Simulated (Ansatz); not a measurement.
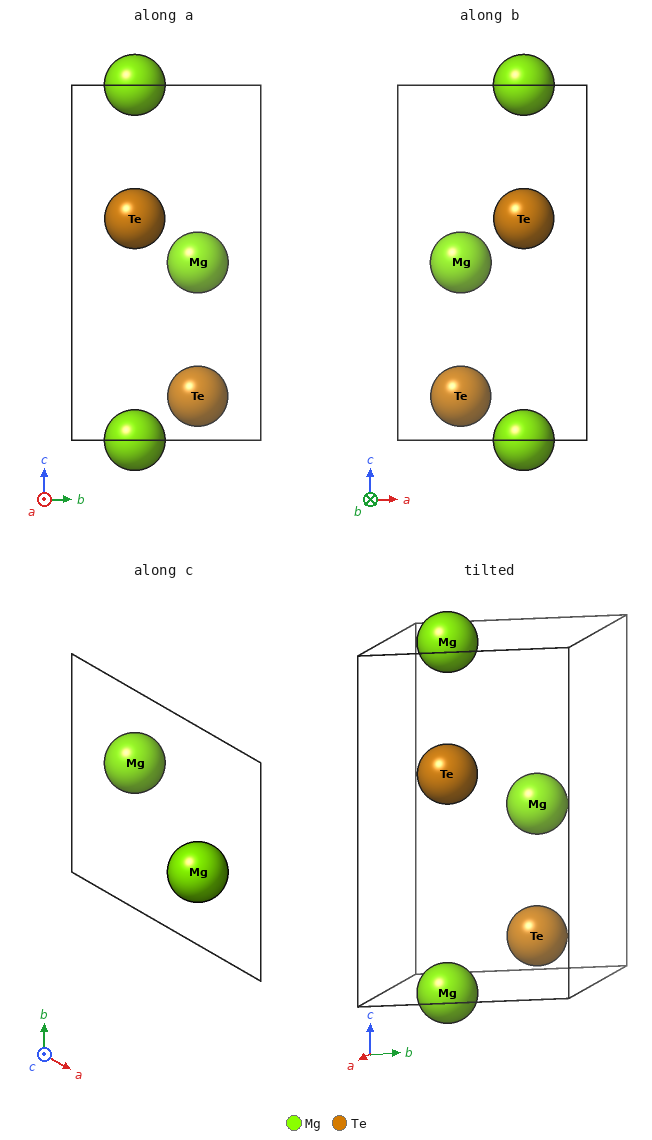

The figure gives a spheres-only picture of the atoms, viewed along the a axis, along the b axis, along the c axis and slightly off an axis. The parallelepiped is the conventional unit cell.

Lattice parameters: a = 4.608 Å, b = 4.608 Å, c = 7.501 Å, α = 90.00°, β = 90.00°, γ = 120.00°. Put a along x and b in the xy plane.

> Give the structure in the form of a POSCAR file.

```
Mg Te
1.0
     4.608    0.000    0.000
    -2.304    3.991    0.000
     0.000    0.000    7.501
Mg Te
2 2
Direct
  0.6667 0.3333 0.0008
  0.3333 0.6667 0.5008
  0.6667 0.3333 0.6244
  0.3333 0.6667 0.1244
```

It goes back to a structure type known for this compound. Earlier steps of the study may have refined or changed the cell and positions. It was the input of a calculation with Ansatz.
